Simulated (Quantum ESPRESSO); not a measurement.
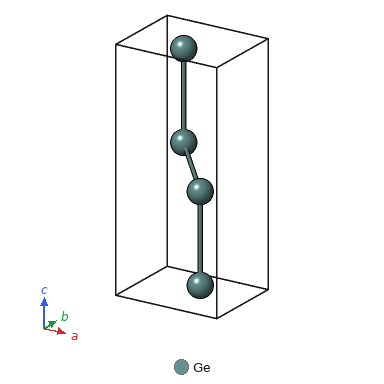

System: Ge, space group P6_3/mmc (No. 194). The picture shows the conventional cell.

Input of the run:
```
&CONTROL
  calculation = 'scf'
  prefix = 'pwscf'
  outdir = './tmp'
  pseudo_dir = './pseudo'
  tprnfor = .true.
  tstress = .true.
  disk_io = 'nowf'
/
&SYSTEM
  ibrav = 0
  nat = 4
  ntyp = 1
  ecutwfc = 55
  ecutrho = 440
  nbnd = 38
  occupations = 'smearing'
  smearing = 'fd'
  degauss = 0.00367493
/
&ELECTRONS
  conv_thr = 8d-10
  electron_maxstep = 120
  mixing_beta = 0.5
/
ATOMIC_SPECIES
Ge    72.6300 ge_pbe_v1.4.uspp.F.UPF
CELL_PARAMETERS angstrom
   3.9975858431    0.0000000000    0.0000000000
  -1.9987929216    3.4620108940    0.0000000000
   0.0000000000    0.0000000000    6.5993779500
ATOMIC_POSITIONS crystal
Ge     0.3333333333    0.6666666667    0.9370987500
Ge     0.6666666667    0.3333333333    0.4370987500
Ge     0.3333333333    0.6666666667    0.5629012500
Ge     0.6666666667    0.3333333333    0.0629012500
K_POINTS automatic
8 8 4 0 0 0
```

Run as:
```bash
OMP_NUM_THREADS=1 mpirun -n 2 pw.x -nk 2 -in pw.in > pw.out
```

How it was computed, with Quantum ESPRESSO 7.5: plane-wave DFT, no spin polarisation; energies at scaled volumes of the given cell, shape and fractions fixed, counted from the fit's minimum, third-order Birch-Murnaghan fit. Level: PBE.

| setting | value |
| --- | --- |
| k mesh | 8×8×4 |
| occupations | Fermi–Dirac |
| smearing width | 0.05 eV |
| potentials | SSSP 1.3 efficiency PBE |
| wave cutoff | 748.3 eV |
| density cutoff | 5987 eV |

Describe the result: the energy and pressure against volume. The volume takes the values 21.46, 21.92, 22.38, 22.83, 23.29, 23.75, 24.20 Å³/atom.

A third-order Birch–Murnaghan fit gives V0 = 23.86 Å³/atom, B0 = 58.6 GPa and B′ = 4.7. The energy is 53.86 meV/atom at volume 21.46 Å³/atom and 0.88 meV/atom at 24.20 Å³/atom; the lowest computed point is at volume 23.75 Å³/atom (0.08 meV/atom), in a single well. The pressure falls from 8.00 GPa at volume 21.46 Å³/atom to −0.80 GPa at 24.20 Å³/atom, and changes sign near 23.87 Å³/atom.

| volume (Å³/atom) | energy (meV/atom) | pressure (GPa) |
| --- | --- | --- |
| 21.46 | 53.86 | 8.00 |
| 21.92 | 33.88 | 6.09 |
| 22.38 | 19.09 | 4.38 |
| 22.83 | 8.84 | 2.89 |
| 23.29 | 2.61 | 1.54 |
| 23.75 | 0.08 | 0.30 |
| 24.20 | 0.88 | −0.80 |

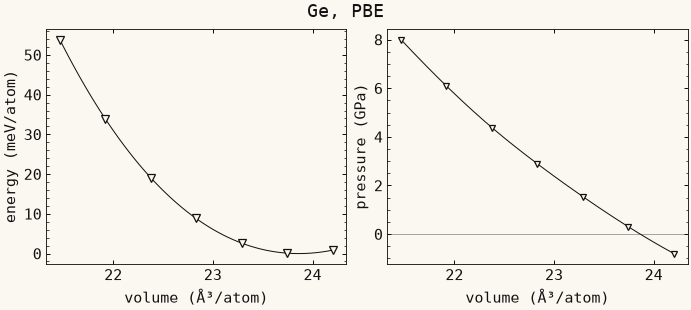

Note: shape and atomic fractions are frozen while scaling, which makes layered, chain and framework solids too stiff.
